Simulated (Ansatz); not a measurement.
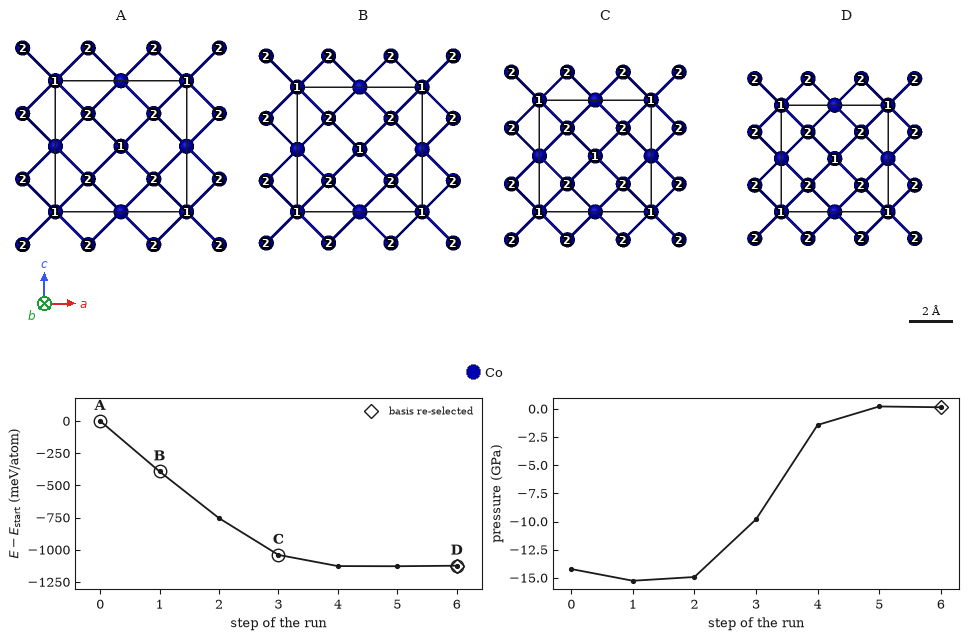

Frames of a relaxation of a crystal of Co (a generated structure, set up in Fd-3m) (coarse preliminary run), marked on the history of the run. The picture is a ball-and-stick view of the conventional cell (4 times the calculation's cell), seen along the b axis. Lengths and directions refer to the drawn axes.

Case: Sn → Co on all its sites, cell and atoms relaxed.

Method: Ansatz 0.2.0, DFT PBE, scalar-relativistic, plane waves, PAW.

Input file:
```yaml
crystal:
  lattice:
    - [0.0, 3.1162628961, 3.1162628961]
    - [3.1162628961, 0.0, 3.1162628961]
    - [3.1162628961, 3.1162628961, 0.0]
  atoms:
    - { symbol: Co, position: [0.0, 0.0, 0.0], spin: 2.3 }
    - { symbol: Co, position: [0.25, 0.25, 0.25], spin: 2.3 }
basis:
  ecutwfc: 420
kpoints:
  mp_grid: { grid: [6, 6, 6] }
hamiltonian:
  xc: pbe
scf:
  occupations: { method: gaussian, width: 0.1 }
output:
  forces: true
  stress: true
  eigenvalues: true
  populations: true
magnetization:
  spin_polarized: true
relax:
  adjacent_minimum: "off"
  f_tol: 0.05
  max_steps: 60
  cell: { stress_tol: 0.5 }
```

Launched with:
```bash
ansatz run input.yaml --threads 1 --pin off --max-ram 2560MiB --backend cpu --events-out ev --progress --plain --runs-dir out
```

**Describe the path.**

The atoms keep their places relative to the cell (all moves are under 0.005 Å). The volume changes by −46.2 %, with a = b = c 6.233 → 5.068 Å (−18.7 %). Among the contacts that change: Co1–Co2 2.699 → 2.195 Å. The space group stays Fd-3m (No. 227). The energy falls by 1124 meV per atom in 5 accepted moves (6 points after the start). All forces vanish by symmetry, so only the cell relaxes. The pressure goes from −14.22 to 0.14 GPa. The SCF was repeated once at an unchanged geometry on a basis and grid sized afresh for the cell, which shifted the energy by 4.0 meV per atom at most. The run took 23 s on 1 thread of Arm Neoverse V1, on a shared host, peak memory 0.33 GiB. From step 0 to 1: volume −13.9 %, energy −392 meV per atom. From step 1 to 3: volume −28.0 %, energy −648 meV per atom. From step 3 to 6: volume −13.2 %, energy −84.0 meV per atom.
